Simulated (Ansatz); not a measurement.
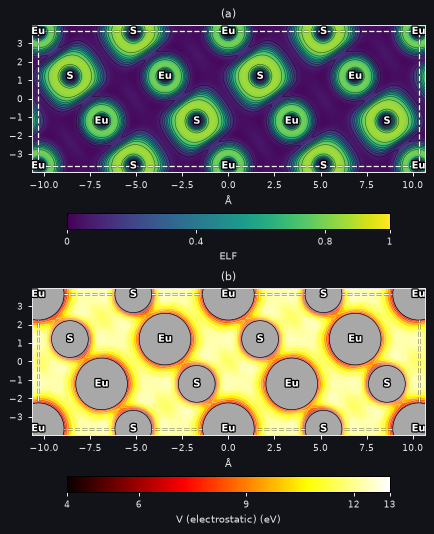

Figure. EuS. (a) ELF; (b) electrostatic potential (local pseudopotential plus Hartree) felt by an electron on the (110) plane of the cell of the magnetic structure. Grey discs cover the atomic cores in the potential map.

Space group Fm-3m; started from the rocksalt prototype; Hubbard U of 6 eV on Eu f only; spin-polarised.

Level of theory: DFT PBE+U, scalar-relativistic, plane waves, PAW (Ansatz).

Q: Read the bonding off the picture.

A: Atoms in the plane: Eu and S. Eu–S (2.98 Å): the ELF peaks at about 0.85 in the valence shell of S, 0.9 Å from its nucleus, and drops to about 0.10 between the two atoms (no shared electron pair shows on this line). The features right at Eu lie inside the PAW spheres, where the map follows smoothed inner orbitals and isn't to be read closely. Outside the cores the potential energy rises away from the atoms and is highest about 1.7 Å from the nearest atoms; its zero is arbitrary.
